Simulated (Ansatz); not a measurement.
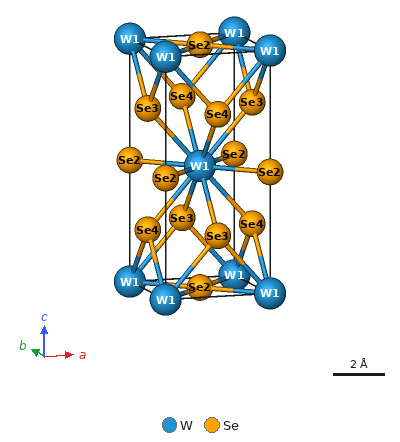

**Figure 1.** The starting structure (ball-and-stick view of the cell 2 times as large as that of the calculation, set on its symmetry axes, seen slightly off an axis; atoms are numbered from 1 in the order of the input).

## Run report: WSe3, geometry relaxation (part 1 of 2)

System: WSe3 (I4/mmm, 4 atoms in the cell).
Method: DFT PBE, scalar-relativistic, plane waves, PAW, spin-polarised (Ansatz 0.2.0).

The structure was built on a prototype by a generator; it need not be a known phase. It belongs to a series of runs on one base structure; here: TiAl3 (D0_22) type (I4/mmm, No. 139). Figures and captions count atoms from 1; the log counts them from 0 in places.

## Input file
```yaml
crystal:
  lattice:
    - [-2.1972907733, 2.1972907733, 4.9082339352]
    - [2.1972907733, -2.1972907733, 4.9082339352]
    - [2.1972907733, 2.1972907733, -4.9082339352]
  atoms:
    - { symbol: W, position: [0.0, 0.0, 0.0], spin: 2.49 }
    - { symbol: Se, position: [0.5, 0.5, 0.0], spin: -0.26 }
    - { symbol: Se, position: [0.25, 0.75, 0.5], spin: -0.28 }
    - { symbol: Se, position: [0.75, 0.25, 0.5], spin: -0.28 }
basis:
  ecutwfc: 420
kpoints:
  mp_grid: { grid: [6, 6, 6] }
hamiltonian:
  xc: pbe
scf:
  occupations: { method: gaussian, width: 0.1 }
  lower_state_search: "off"
output:
  forces: true
  stress: true
  eigenvalues: true
  populations: true
magnetization:
  spin_polarized: true
relax:
  adjacent_minimum: "off"
  f_tol: 0.04
  max_steps: 70
  cell: { stress_tol: 0.4 }
```

Machine: 1 thread of Intel Xeon @ 2.50GHz (Skylake/Cascade Lake), 189 GiB of memory available, shared host.

Launch command:
```bash
ansatz run input.yaml --threads 1 --pin off --max-ram 2560MiB --backend cpu --events-out ev --progress --plain --runs-dir out
```

## Log
```
Engine: ansatz 0.2.0, x86_64-unknown-linux-gnu
Pseudopotentials: kind: paw
Pseudopotential: W, paw, valence charge 14, recommended cutoff 420 eV (normal), W.paw.azcp
Pseudopotential: Se, paw, valence charge 16, recommended cutoff 420 eV (normal), Se.paw.azcp
Functional definition: PBE
  parameter kappa = 0.804
  parameter beta = 0.06672455060314922
  exchange = pbe_x(kappa = kappa, mu = beta*pi^2/3)
  correlation = pbe_c(beta = beta)
Crystal: 4 atoms, lattice volume = 94.790 Å³
Basis set: ecut = 420 eV, 1865 PW (Γ), exchange–correlation on 80×80×80 points (8 copies of the dense FFT grid, shifted against one another)
Bands: 40, of which v1, the nominal top of the filled ones, is band 31 counted from 1 (30 counted from 0)
Symmetry: 16 space group operations
Space group: I4/mmm (ITA 139), of the structure as read, at distance tolerance 4.6e-5 Å
Magnetic group: BNS 139.531 (UNI 1191), of the structure as read, at distance tolerance 4.6e-5 Å
k-points: 30 of 216
Non-local potential: W, projectors of the file, l = 0: 3, l = 1: 2, l = 2: 2, l = 3: 1
Non-local potential: Se, projectors of the file, l = 0: 2, l = 1: 2, l = 2: 3, l = 3: 1
PAW form: soft (Blöchl's): semilocal exchange-correlation on the pseudo side does not see the compensation charge
PAW one-centre angular grid: W, 590 points (default); XC on 64 Gauss nodes
PAW one-centre angular grid: Se, 590 points (default); XC on 64 Gauss nodes
Initial density: superposition of atomic densities (chi_scale 0.1, normalization cell)
Starting moments: Σ|m| = 3.31 μB on 4 of 4 sites
Initial wavefunctions: pseudopotential atomic-orbital guess
Functional: x = pbe(κ = 0.804, μ = 0.2195149727645171), c = pbe(β = 0.06672455060314922)
SCF iter   1: F=—  HF=-26787.111248 eV  |F-HF|=—  |Δ(HF+E_count)|=         —  Δρ=4.74e-2 (↑4.74e-2 ↓3.42e-2)  dr2=3.70e0  dr2_m=1.17e0  M=1.307 μB ∫|m|=2.281 μB  β_m=0.30  ethr=3.10e-3  ⟨swp⟩=6.5  Hψ=9274  notcnv=0
preconditioner: auto → Kerker (q_TF=auto, 2.542 Å⁻¹)  [metal: Δε(μ)=0.026 eV  Ē_g=8.362 eV  σ=0.100 eV  W_gap=0.15  n_scr=30 (ndim 8)  ℏωp=18.7 eV  f_vac=0.000  D(μ)=3.87/eV (n_scr^D=32)]
spin=Collinear: Kerker preconditioning applied to the charge; magnetization (m = ρ↑ − ρ↓) channel mixes plain (no charge-response kernel on spin).
SCF iter   2: F=—  HF=-26786.928371 eV  |F-HF|=—  |Δ(HF+E_count)|=   1.83e-1  Δρ=2.51e-2 (↑2.35e-2 ↓2.51e-2)  dr2=2.10e-1  dr2_m=4.74e-1  M=1.599 μB ∫|m|=2.563 μB  β_m=0.30  ethr=3.10e-3  ⟨swp⟩=2.0  Hψ=3207  notcnv=0  defer=133
SCF iter   3: F=—  HF=-26786.992940 eV  |F-HF|=—  |Δ(HF+E_count)|=   6.46e-2  Δρ=1.78e-2 (↑1.64e-2 ↓1.78e-2)  dr2=1.04e-1  dr2_m=2.33e-1  M=1.627 μB ∫|m|=2.661 μB  β_m=1.00  ethr=3.38e-4  ⟨swp⟩=1.5  Hψ=2408  notcnv=0  defer=157
SCF iter   4: F=—  HF=-26787.074935 eV  |F-HF|=—  |Δ(HF+E_count)|=   8.20e-2  Δρ=3.65e-3 (↑3.65e-3 ↓3.59e-3)  dr2=7.39e-3  dr2_m=9.08e-3  M=1.754 μB ∫|m|=2.964 μB  β_m=1.00  ethr=1.68e-4  ⟨swp⟩=2.0  Hψ=4006  notcnv=0  defer=157
SCF iter   5: F=—  HF=-26787.101432 eV  |F-HF|=—  |Δ(HF+E_count)|=   2.65e-2  Δρ=2.43e-3 (↑2.20e-3 ↓2.43e-3)  dr2=1.04e-3  dr2_m=4.33e-3  M=1.820 μB ∫|m|=3.187 μB  β_m=1.00  ethr=1.19e-5  ⟨swp⟩=2.0  Hψ=4289  notcnv=0  defer=157
SCF iter   6: F=—  HF=-26787.113281 eV  |F-HF|=—  |Δ(HF+E_count)|=   1.18e-2  Δρ=1.67e-3 (↑1.67e-3 ↓1.50e-3)  dr2=6.00e-4  dr2_m=1.94e-3  M=1.857 μB ∫|m|=3.338 μB  β_m=1.00  ethr=1.68e-6  ⟨swp⟩=2.0  Hψ=4221  notcnv=0  defer=155
SCF iter   7: F=—  HF=-26787.118681 eV  |F-HF|=—  |Δ(HF+E_count)|=   5.40e-3  Δρ=1.05e-3 (↑5.93e-4 ↓1.05e-3)  dr2=1.13e-3  dr2_m=5.18e-4  M=1.861 μB ∫|m|=3.429 μB  β_m=0.30  ethr=9.68e-7  ⟨swp⟩=2.0  Hψ=4247  notcnv=0  defer=152
Mixer restart at iter 7: flushing history
spin-set hold released at iteration 7 (site moments contracting): the magnetisation degrees of freedom join the quasi-Newton model from the next iteration; the mixer history was flushed
SCF iter   8: F=—  HF=-26787.120241 eV  |F-HF|=—  |Δ(HF+E_count)|=   1.56e-3  Δρ=8.38e-4 (↑8.38e-4 ↓7.68e-4)  dr2=1.31e-4  dr2_m=5.30e-4  M=1.871 μB ∫|m|=3.449 μB  β_m=0.63  ethr=9.68e-7  ⟨swp⟩=1.8  Hψ=2942  notcnv=0  defer=152
SCF iter   9: F=—  HF=-26787.122697 eV  |F-HF|=—  |Δ(HF+E_count)|=   2.46e-3  Δρ=7.28e-4 (↑1.59e-4 ↓7.28e-4)  dr2=1.81e-3  dr2_m=1.05e-4  M=1.870 μB ∫|m|=3.499 μB  β_m=0.58  ethr=2.11e-7  ⟨swp⟩=2.1  Hψ=4179  notcnv=0  defer=148
SCF iter  10: F=—  HF=-26787.122758 eV  |F-HF|=—  |Δ(HF+E_count)|=   6.19e-5  Δρ=4.19e-4 (↑4.19e-4 ↓3.12e-4)  dr2=3.72e-5  dr2_m=1.12e-4  M=1.882 μB ∫|m|=3.523 μB  β_m=0.79  ethr=2.11e-7  ⟨swp⟩=2.0  Hψ=3588  notcnv=0  defer=148
SCF iter  11: F=—  HF=-26787.123009 eV  |F-HF|=—  |Δ(HF+E_count)|=   2.50e-4  Δρ=1.06e-4 (↑1.01e-4 ↓1.06e-4)  dr2=1.54e-5  dr2_m=7.47e-6  M=1.884 μB ∫|m|=3.560 μB  β_m=0.69  ethr=6.01e-8  ⟨swp⟩=2.1  Hψ=4250  notcnv=0  defer=148
SCF iter  12: F=—  HF=-26787.123016 eV  |F-HF|=—  |Δ(HF+E_count)|=   7.54e-6  Δρ=2.11e-5 (↑2.06e-5 ↓2.11e-5)  dr2=5.36e-7  dr2_m=2.60e-7  M=1.885 μB ∫|m|=3.572 μB  β_m=0.84  ethr=2.49e-8  ⟨swp⟩=2.1  Hψ=3759  notcnv=0  defer=148
SCF iter  13: F=—  HF=-26787.123017 eV  |F-HF|=—  |Δ(HF+E_count)|=   6.46e-7  Δρ=1.07e-5 (↑8.29e-6 ↓1.07e-5)  dr2=1.16e-7  dr2_m=5.68e-8  M=1.884 μB ∫|m|=3.574 μB  β_m=0.92  ethr=8.64e-10  ⟨swp⟩=2.0  Hψ=4074  notcnv=0  defer=148
iter 14 did not close the SCF: its close was put off for a magnetic moment that had not settled (scf_convergence_deferred on its scf_iter line)
SCF iter  14: F=-26787.123017 eV  HF=-26787.123017 eV  |F-HF|=7.75e-8  |Δ(HF+E_count)|=   1.38e-7  Δρ=4.37e-6 (↑4.01e-6 ↓4.37e-6)  dr2=5.94e-8  dr2_m=9.85e-9  M=1.884 μB ∫|m|=3.574 μB  β_m=0.82  ethr=1.61e-10  ⟨swp⟩=9.2  Hψ=10000  notcnv=0
SCF iter  15: F=-26787.123017 eV  HF=-26787.123017 eV  |F-HF|=7.42e-10  |Δ(HF+E_count)|=   8.46e-9  Δρ=1.83e-6 (↑1.83e-6 ↓1.71e-6)  dr2=4.95e-9  dr2_m=2.16e-9  M=1.884 μB ∫|m|=3.574 μB  ethr=9.58e-11  ⟨swp⟩=2.1  Hψ=7584  notcnv=0
SCF 1 converged in 15 iterations: F = -26787.123017 eV  dr2 = 4.95e-9
  greatest PAW one-centre occupation: 1.000 electrons in one spin orbital (limit 2), on the Se atom at site 3 (counted from 0), in its partial waves of l = 2
relax step   1: F+E_penalty+E_count = -26787.12301722 eV  Δ(F+E_penalty+E_count) = +0.000e0 eV  max|allowed force component| = 1.561e-17 eV/Å  Δτ_max = 0.0000 Å  P = -13.005 GPa  Ω = 94.790 Å³  (15 SCF iters, dr2 threshold 1.00e-7 eV, accepted)
Crystal: 4 atoms, lattice volume = 82.502 Å³
Basis set: ecut = 420 eV, 1587 PW (Γ), exchange–correlation on 80×80×80 points (8 copies of the dense FFT grid, shifted against one another)
Initial density: handed on by an earlier stage of this run
Starting moments: Σ|m| = 3.31 μB on 4 of 4 sites; this step starts from the density that it was given
Initial wavefunctions: those handed on with the density
iter 1 solved again at ethr=2.85e-4 eV; its pass at ethr=3.10e-3 eV (dr2=1.77e-1 eV) is discarded
SCF iter   1: F=—  HF=-26787.954572 eV  |F-HF|=—  |Δ(HF+E_count)|=         —  Δρ=1.13e-2 (↑5.37e-3 ↓1.13e-2)  dr2=1.75e-1  dr2_m=4.66e-2  M=1.700 μB ∫|m|=3.004 μB  β_m=0.30  ethr=2.85e-4  ⟨swp⟩=1.0  Hψ=10957  notcnv=0
preconditioner: auto → Kerker (q_TF=auto, 2.601 Å⁻¹)  [metal: Δε(μ)=0.016 eV  Ē_g=9.013 eV  σ=0.100 eV  W_gap=0.09  n_scr=30 (ndim 8)  ℏωp=20.0 eV  f_vac=0.000  D(μ)=3.57/eV (n_scr^D=32)]
spin=Collinear: Kerker preconditioning applied to the charge; magnetization (m = ρ↑ − ρ↓) channel mixes plain (no charge-response kernel on spin).
SCF iter   2: F=—  HF=-26787.952775 eV  |F-HF|=—  |Δ(HF+E_count)|=   1.80e-3  Δρ=7.41e-3 (↑6.81e-3 ↓7.41e-3)  dr2=2.15e-2  dr2_m=3.62e-2  M=1.624 μB ∫|m|=2.929 μB  β_m=0.50  ethr=2.81e-4  ⟨swp⟩=1.0  Hψ=2401  notcnv=0
SCF iter   3: F=—  HF=-26787.971626 eV  |F-HF|=—  |Δ(HF+E_count)|=   1.89e-2  Δρ=4.49e-3 (↑4.02e-3 ↓4.49e-3)  dr2=8.95e-3  dr2_m=1.28e-2  M=1.542 μB ∫|m|=2.775 μB  β_m=0.65  ethr=3.46e-5  ⟨swp⟩=1.8  Hψ=2570  notcnv=0
SCF iter   4: F=—  HF=-26787.987173 eV  |F-HF|=—  |Δ(HF+E_count)|=   1.55e-2  Δρ=1.79e-3 (↑1.79e-3 ↓1.53e-3)  dr2=6.89e-4  dr2_m=1.93e-3  M=1.402 μB ∫|m|=2.522 μB  β_m=0.78  ethr=1.44e-5  ⟨swp⟩=2.0  Hψ=4004  notcnv=0
SCF iter   5: F=—  HF=-26787.992343 eV  |F-HF|=—  |Δ(HF+E_count)|=   5.17e-3  Δρ=1.01e-3 (↑8.16e-4 ↓1.01e-3)  dr2=4.75e-4  dr2_m=5.64e-4  M=1.317 μB ∫|m|=2.357 μB  β_m=0.89  ethr=1.11e-6  ⟨swp⟩=2.0  Hψ=4478  notcnv=0
SCF iter   6: F=—  HF=-26787.995373 eV  |F-HF|=—  |Δ(HF+E_count)|=   3.03e-3  Δρ=5.53e-4 (↑5.53e-4 ↓4.29e-4)  dr2=1.12e-4  dr2_m=1.62e-4  M=1.214 μB ∫|m|=2.166 μB  β_m=0.94  ethr=7.66e-7  ⟨swp⟩=2.1  Hψ=4302  notcnv=0
SCF iter   7: F=—  HF=-26787.996153 eV  |F-HF|=—  |Δ(HF+E_count)|=   7.80e-4  Δρ=2.41e-4 (↑1.89e-4 ↓2.41e-4)  dr2=5.88e-5  dr2_m=2.76e-5  M=1.155 μB ∫|m|=2.056 μB  β_m=0.88  ethr=1.81e-7  ⟨swp⟩=2.4  Hψ=4348  notcnv=0  defer=1
SCF iter   8: F=—  HF=-26787.996246 eV  |F-HF|=—  |Δ(HF+E_count)|=   9.31e-5  Δρ=1.13e-4 (↑6.85e-5 ↓1.13e-4)  dr2=1.81e-5  dr2_m=3.28e-6  M=1.125 μB ∫|m|=1.997 μB  β_m=0.94  ethr=9.49e-8  ⟨swp⟩=2.1  Hψ=4272  notcnv=0  defer=1
SCF iter   9: F=—  HF=-26787.996253 eV  |F-HF|=—  |Δ(HF+E_count)|=   7.00e-6  Δρ=3.12e-5 (↑3.12e-5 ↓3.08e-5)  dr2=2.85e-6  dr2_m=4.26e-7  M=1.123 μB ∫|m|=1.996 μB  β_m=0.97  ethr=2.91e-8  ⟨swp⟩=2.0  Hψ=4138  notcnv=0  defer=1
iter 10 did not close the SCF: its close was put off for a magnetic moment that had not settled (scf_convergence_deferred on its scf_iter line)
SCF iter  10: F=-26787.996255 eV  HF=-26787.996255 eV  |F-HF|=3.98e-8  |Δ(HF+E_count)|=   1.47e-6  Δρ=1.08e-5 (↑9.70e-6 ↓1.08e-5)  dr2=1.91e-7  dr2_m=4.99e-8  M=1.121 μB ∫|m|=1.993 μB  β_m=0.99  ethr=6.45e-10  ⟨swp⟩=5.1  Hψ=9844  notcnv=0
iter 11 did not close the SCF: its close was put off until two iterations running show no level that it waits for move by more than its bar (scf_convergence_deferred on its scf_iter line)
SCF iter  11: F=-26787.996255 eV  HF=-26787.996255 eV  |F-HF|=1.04e-8  |Δ(HF+E_count)|=   2.60e-7  Δρ=3.72e-6 (↑3.72e-6 ↓2.36e-6)  dr2=2.52e-8  dr2_m=4.83e-9  M=1.120 μB ∫|m|=1.992 μB  β_m=0.99  ethr=3.08e-10  ⟨swp⟩=2.1  Hψ=7510  notcnv=0
SCF iter  12: F=-26787.996255 eV  HF=-26787.996255 eV  |F-HF|=9.46e-11  |Δ(HF+E_count)|=   2.40e-8  Δρ=7.00e-7 (↑7.00e-7 ↓6.75e-7)  dr2=9.14e-10  dr2_m=1.80e-10  M=1.120 μB ∫|m|=1.990 μB  ethr=4.07e-11  ⟨swp⟩=2.3  Hψ=7448  notcnv=0
SCF 2 converged in 12 iterations: F = -26787.996255 eV  dr2 = 9.14e-10
relax step   2: F+E_penalty+E_count = -26787.99625480 eV  Δ(F+E_penalty+E_count) = -8.732e-1 eV  max|allowed force component| = 9.541e-18 eV/Å  Δτ_max = 0.0000 Å  P = -9.107 GPa  Ω = 82.502 Å³  energy of the carried Pulay correction = +1.272e-3 eV  (12 SCF iters, dr2 threshold 4.00e-7 eV, accepted)
[... from here on the SCF iterations and repeated set-up lines of each step are left out, up to the last step ...]
SCF 3 converged in 15 iterations: F = -26788.457423 eV  dr2 = 1.72e-9
relax step   3: F+E_penalty+E_count = -26788.45742325 eV  Δ(F+E_penalty+E_count) = -4.612e-1 eV  max|allowed force component| = 6.939e-18 eV/Å  Δτ_max = 0.0000 Å  P = -4.690 GPa  Ω = 75.676 Å³  energy of the carried Pulay correction = +2.127e-3 eV  (15 SCF iters, dr2 threshold 4.00e-7 eV, accepted)
SCF 4 converged in 10 iterations: F = -26788.804789 eV  dr2 = 3.93e-10
relax step   4: F+E_penalty+E_count = -26788.80478945 eV  Δ(F+E_penalty+E_count) = -3.474e-1 eV  max|allowed force component| = 2.342e-17 eV/Å  Δτ_max = 0.0000 Å  P = -0.370 GPa  Ω = 71.781 Å³  energy of the carried Pulay correction = +2.678e-3 eV  (10 SCF iters, dr2 threshold 4.00e-7 eV, accepted)
SCF 5 converged in 11 iterations: F = -26789.151695 eV  dr2 = 1.28e-9
relax step   5: F+E_penalty+E_count = -26789.15169532 eV  Δ(F+E_penalty+E_count) = -3.469e-1 eV  max|allowed force component| = 1.648e-17 eV/Å  Δτ_max = 0.0000 Å  P = -2.049 GPa  Ω = 71.948 Å³  energy of the carried Pulay correction = +2.660e-3 eV  (11 SCF iters, dr2 threshold 4.00e-7 eV, accepted)
SCF 6 converged in 14 iterations: F = -26789.308223 eV  dr2 = 5.89e-10
relax step   6: F+E_penalty+E_count = -26789.30822275 eV  Δ(F+E_penalty+E_count) = -1.565e-1 eV  max|allowed force component| = 5.204e-18 eV/Å  Δτ_max = 0.0000 Å  P = +1.533 GPa  Ω = 69.597 Å³  energy of the carried Pulay correction = +3.018e-3 eV  (14 SCF iters, dr2 threshold 4.00e-7 eV, accepted)
SCF 7 converged in 14 iterations: F = -26789.360919 eV  dr2 = 4.04e-10
relax step   7: F+E_penalty+E_count = -26789.36091855 eV  Δ(F+E_penalty+E_count) = -5.270e-2 eV  max|allowed force component| = 1.431e-17 eV/Å  Δτ_max = 0.0000 Å  P = +0.093 GPa  Ω = 70.330 Å³  energy of the carried Pulay correction = +2.909e-3 eV  (14 SCF iters, dr2 threshold 4.00e-7 eV, accepted)
SCF 8 converged in 10 iterations: F = -26789.475844 eV  dr2 = 3.29e-11
relax step   8: F+E_penalty+E_count = -26789.47584371 eV  Δ(F+E_penalty+E_count) = -1.149e-1 eV  max|allowed force component| = 5.638e-18 eV/Å  Δτ_max = 0.0000 Å  P = +0.883 GPa  Ω = 69.691 Å³  energy of the carried Pulay correction = +3.013e-3 eV  (10 SCF iters, dr2 threshold 4.00e-7 eV, accepted)
SCF 9 converged in 10 iterations: F = -26789.472750 eV  dr2 = 4.55e-10
relax step   9: F+E_penalty+E_count = -26789.47274987 eV  Δ(F+E_penalty+E_count) = +3.094e-3 eV  max|allowed force component| = 1.735e-18 eV/Å  Δτ_max = 0.0000 Å  P = -0.983 GPa  Ω = 70.711 Å³  energy of the carried Pulay correction = +2.862e-3 eV  (10 SCF iters, dr2 threshold 4.00e-7 eV, rejected (line search))
SCF 10 converged in 9 iterations: F = -26789.482758 eV  dr2 = 7.61e-11
relax step  10: F+E_penalty+E_count = -26789.48275767 eV  Δ(F+E_penalty+E_count) = -6.914e-3 eV  max|allowed force component| = 7.806e-18 eV/Å  Δτ_max = 0.0000 Å  P = -0.344 GPa  Ω = 70.322 Å³  energy of the carried Pulay correction = +2.918e-3 eV  (9 SCF iters, accepted)
SCF 11 converged in 8 iterations: F = -26789.483386 eV  dr2 = 2.49e-11
relax step  11: F+E_penalty+E_count = -26789.48338620 eV  Δ(F+E_penalty+E_count) = -6.285e-4 eV  max|allowed force component| = 3.903e-18 eV/Å  Δτ_max = 0.0000 Å  P = -0.004 GPa  Ω = 70.130 Å³  energy of the carried Pulay correction = +2.948e-3 eV  (8 SCF iters, dr2 threshold 4.00e-7 eV, accepted)
Basis set: ecut = 420 eV, 1379 PW (Γ), exchange–correlation on 64×64×64 points (8 copies of the dense FFT grid, shifted against one another)
Initial wavefunctions: pseudopotential atomic-orbital guess (no wavefunctions were taken with the density)
iter 1 solved again at ethr=2.23e-8 eV; its pass at ethr=3.10e-3 eV (dr2=1.38e-5 eV) is discarded
SCF iter   1: F=—  HF=-26789.481147 eV  |F-HF|=—  |Δ(HF+E_count)|=         —  Δρ=3.77e-4 (↑3.77e-4 ↓3.77e-4)  dr2=9.94e-6  dr2_m=2.21e-11  M=-0.000 μB ∫|m|=0.000 μB  β_m=0.30  ethr=2.23e-8  ⟨swp⟩=3.5  Hψ=15694  notcnv=0
preconditioner: auto → Kerker (q_TF=auto, 2.673 Å⁻¹)  [metal: Δε(μ)=0.011 eV  Ē_g=10.043 eV  σ=0.100 eV  W_gap=0.06  n_scr=14 (ndim 8)  ℏωp=21.7 eV  f_vac=0.000  D(μ)=2.24/eV (n_scr^D=14)]
spin=Collinear: Kerker preconditioning applied to the charge; magnetization (m = ρ↑ − ρ↓) channel mixes plain (no charge-response kernel on spin).
SCF iter   2: F=—  HF=-26789.481798 eV  |F-HF|=—  |Δ(HF+E_count)|=   6.51e-4  Δρ=2.66e-4 (↑2.66e-4 ↓2.66e-4)  dr2=5.00e-6  dr2_m=1.58e-11  M=0.000 μB ∫|m|=0.000 μB  β_m=0.61  ethr=1.60e-8  ⟨swp⟩=1.0  Hψ=2400  notcnv=0
SCF iter   3: F=—  HF=-26789.482433 eV  |F-HF|=—  |Δ(HF+E_count)|=   6.35e-4  Δρ=2.17e-5 (↑2.17e-5 ↓2.17e-5)  dr2=2.09e-7  dr2_m=3.73e-12  M=0.000 μB ∫|m|=0.000 μB  β_m=0.56  ethr=8.07e-9  ⟨swp⟩=1.5  Hψ=2686  notcnv=0
SCF iter   4: F=—  HF=-26789.482434 eV  |F-HF|=—  |Δ(HF+E_count)|=   1.24e-6  Δρ=2.78e-6 (↑2.76e-6 ↓2.78e-6)  dr2=7.56e-9  dr2_m=2.10e-12  M=0.000 μB ∫|m|=0.000 μB  β_m=0.57  ethr=3.38e-10  ⟨swp⟩=2.5  Hψ=4203  notcnv=0
SCF iter   5: F=-26789.482434 eV  HF=-26789.482434 eV  |F-HF|=2.78e-9  |Δ(HF+E_count)|=   2.50e-8  Δρ=1.09e-6 (↑1.09e-6 ↓1.08e-6)  dr2=9.25e-10  dr2_m=1.16e-12  M=0.000 μB ∫|m|=0.000 μB  ethr=4.13e-12  ⟨swp⟩=3.9  Hψ=6973  notcnv=0
the starting moments were not kept: the SCF closed with an absolute magnetisation of 4.4e-6 μB, where they sum to 3.31 μB in size (4 sites). That is at most 0.1 of that sum. Measured as dr2_m measures the in/out step, that magnetisation stands 1.6e-12 eV from none, at or under the dr2_threshold of 2.6e-9 eV: it is no larger than a step whose dr2_m would equal this threshold.
SCF 12 converged in 5 iterations: F = -26789.482434 eV  dr2 = 9.25e-10
relax step  12: F+E_penalty+E_count = -26789.48243436 eV  Δ(F+E_penalty+E_count) = +9.518e-4 eV  max|allowed force component| = 9.107e-18 eV/Å  Δτ_max = 0.0000 Å  P = -0.010 GPa  Ω = 70.130 Å³  stress off target by 1.42e-1 GPa  SCF on the basis re-selected at this cell (its energy is not comparable with the rows above)  (5 SCF iters)
```
